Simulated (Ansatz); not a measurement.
Take the following structure.

```
CELL_PARAMETERS angstrom
3.52787 0.00000 0.00000
0.00000 3.65766 0.00000
0.00000 0.00000 4.65723
ATOMIC_POSITIONS crystal
Sn 0.00000 0.00000 0.00000
Sn 0.50000 0.50000 0.50000
```

> Say what kind of structure these coordinates give.

The element is tin. The atoms follow space group Immm (No. 71); the Bravais lattice is body-centred orthorhombic. The cell holds two atoms. The Sn atoms are each bonded to twelve Sn in a distorted cuboctahedral arrangement at 3.45 to 3.66 Å. The bonds build a three-dimensional framework.

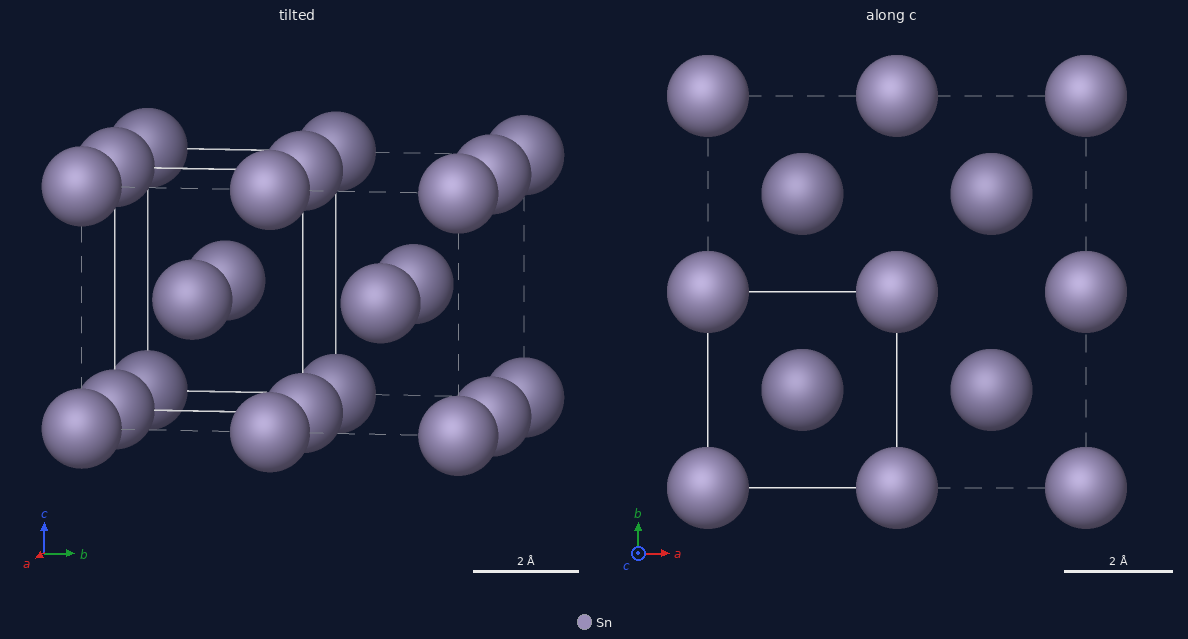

An orthographic spheres-only view of the structure, slightly off an axis and along the c axis. The picture spans 2×2×1 cells, one conventional unit cell being drawn with solid lines. Colours: tin purple.

The initial geometry was a structure listed in the Materials Project. The cell was then strained or its atoms displaced on purpose. An electronic-structure calculation with Ansatz was run on it.
